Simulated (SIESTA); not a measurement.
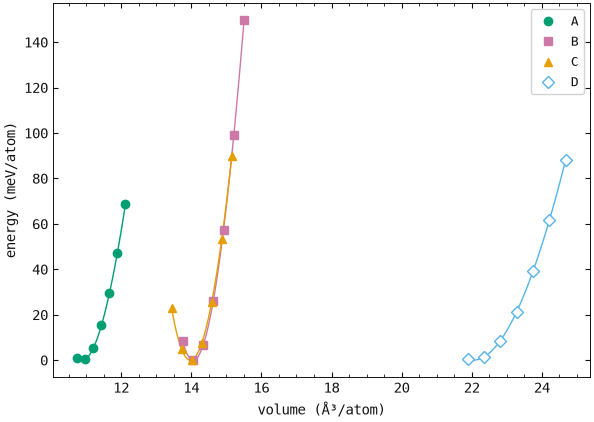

Plotted: energy against volume, with one curve for each element, for Cu, Ir, Tc and Zr (all in space group P6_3/mmc (No. 194)). The labels are replaced by letters.

How it was computed, with SIESTA 5.4.2: DFT in numerical atomic orbitals with pseudopotentials, no spin polarisation; energies at scaled volumes of the given cell, shape and fractions fixed, counted from the fit's minimum, third-order Birch-Murnaghan fit. Level: LDA.

- occupations: Fermi–Dirac
- smearing width: 0.05 eV
- potentials: PseudoDojo 0.4 standard, converted to PSML, two zetas on semicore shells

**Which letter stands for which compound?**

A: Cu; B: Ir; C: Tc; D: Zr.

Limits of the calculation: mulliken charges of long orbitals; short basis over semicore shells (Cu, Ir); valence orbitals made in semicore potential (Ir); shape and atomic fractions are frozen while scaling, which makes layered, chain and framework solids too stiff.
